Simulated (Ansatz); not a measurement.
# Si3Mo5: what the fields show

```yaml
crystal:
  lattice:
    - [9.60425, 0.00000, 0.00000]
    - [0.00000, 9.60425, 0.00000]
    - [0.00000, 0.00000, 4.87077]
  atoms:
    - { symbol: Si, position: [0.00000, 0.00000, 0.75000] }
    - { symbol: Si, position: [0.50000, 0.50000, 0.25000] }
    - { symbol: Si, position: [0.00000, 0.00000, 0.25000] }
    - { symbol: Si, position: [0.50000, 0.50000, 0.75000] }
    - { symbol: Si, position: [0.66749, 0.16749, 0.00000] }
    - { symbol: Si, position: [0.16749, 0.66749, 0.50000] }
    - { symbol: Si, position: [0.33251, 0.16749, 0.50000] }
    - { symbol: Si, position: [0.83251, 0.66749, 0.00000] }
    - { symbol: Si, position: [0.33251, 0.83251, 0.00000] }
    - { symbol: Si, position: [0.83251, 0.33251, 0.50000] }
    - { symbol: Si, position: [0.16749, 0.33251, 0.00000] }
    - { symbol: Si, position: [0.66749, 0.83251, 0.50000] }
    - { symbol: Mo, position: [0.50000, 0.00000, 0.25000] }
    - { symbol: Mo, position: [0.00000, 0.50000, 0.75000] }
    - { symbol: Mo, position: [0.00000, 0.50000, 0.25000] }
    - { symbol: Mo, position: [0.50000, 0.00000, 0.75000] }
    - { symbol: Mo, position: [0.07659, 0.22430, 0.50000] }
    - { symbol: Mo, position: [0.57659, 0.72430, 0.00000] }
    - { symbol: Mo, position: [0.27570, 0.57659, 0.00000] }
    - { symbol: Mo, position: [0.77570, 0.07659, 0.50000] }
    - { symbol: Mo, position: [0.42341, 0.27570, 0.00000] }
    - { symbol: Mo, position: [0.92341, 0.77570, 0.50000] }
    - { symbol: Mo, position: [0.72430, 0.42341, 0.00000] }
    - { symbol: Mo, position: [0.22430, 0.92341, 0.50000] }
    - { symbol: Mo, position: [0.07659, 0.77570, 0.00000] }
    - { symbol: Mo, position: [0.57659, 0.27570, 0.50000] }
    - { symbol: Mo, position: [0.27570, 0.42341, 0.50000] }
    - { symbol: Mo, position: [0.77570, 0.92341, 0.00000] }
    - { symbol: Mo, position: [0.92341, 0.22430, 0.00000] }
    - { symbol: Mo, position: [0.42341, 0.72430, 0.50000] }
    - { symbol: Mo, position: [0.22430, 0.07659, 0.00000] }
    - { symbol: Mo, position: [0.72430, 0.57659, 0.50000] }
```

Space group I4/mcm; computed without spin polarisation.

Theory: DFT PBEsol, scalar-relativistic, plane waves, PAW in Ansatz 0.2.0.

The density is the valence pseudo-density of a PAW calculation; it isn't the true density close to the nuclei.

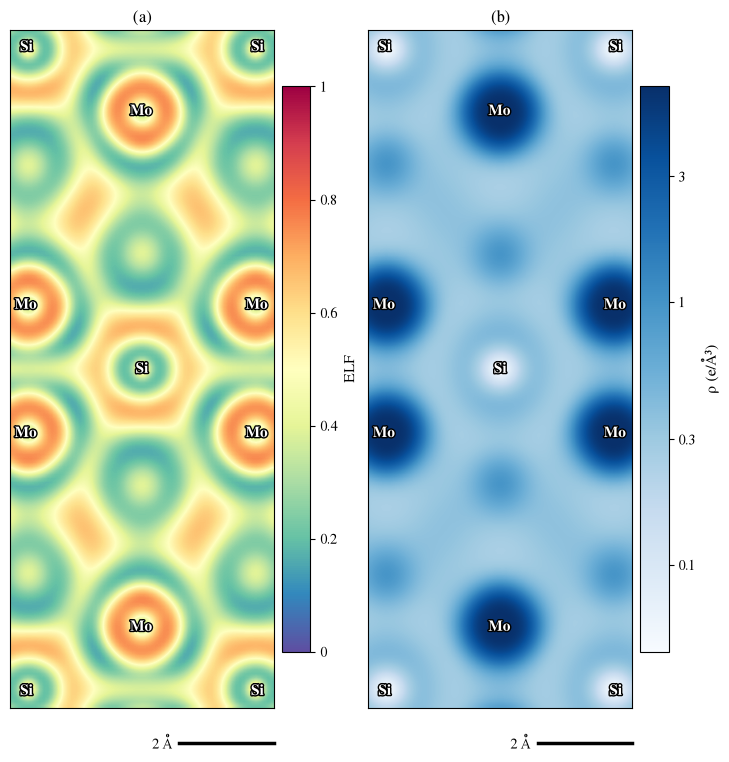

Figure 1. (a) ELF; (b) valence pseudo-density on the (110) plane of the conventional cell.

Question: What do the fields say about this system?

Answer:
- Atoms in the plane: Si and Mo.
- Atoms just off the plane (Mo, 0.9 Å away) can leave unmarked features too.
- Mo–Mo (2.70 Å): ρ at the midpoint is about 0.44 e/Å³; the ELF is about 0.40 at the midpoint.
- Si–Mo (2.79 Å): ρ is about 0.29 e/Å³ halfway; the ELF peaks at about 0.60 in the valence shell of Si, 0.9 Å from its nucleus, and drops to about 0.15 between the two atoms.
- Between the atoms the lowest density in this plane is 0.25 e/Å³.
- The features right at Mo lie inside the PAW spheres, where the map follows smoothed inner orbitals and isn't to be read closely.

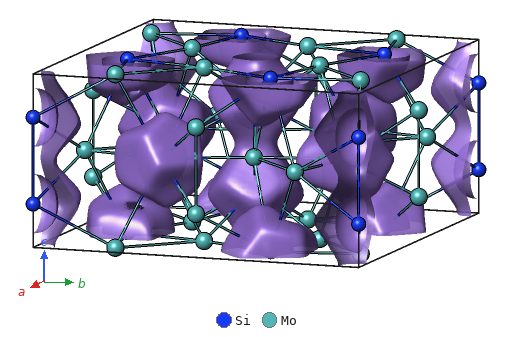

Figure 2. Isosurface of the ELF at 0.55 (purple), seen slightly off an axis. Only the valence region is drawn (cores and ρ < 0.01 e/Å³ removed). Sticks mark near contacts.

Question: Describe the localisation domains.

Answer: At this value the surface marks out eight regions wrapped around Si (the valence shell of each) and channels that run through the cell in one direction, counted in one cell of 32 atoms. Regions shared between cells count once. Along the contacts the grid gives the following. Si–Si (2.44 Å): the ELF peaks at about 0.60 between the atoms. Mo–Mo (2.44 Å): the ELF is about 0.30 at the midpoint.

Question: Does the calculation give a band gap?

Answer: It is metallic or semimetallic at this level of theory: no gap opens.
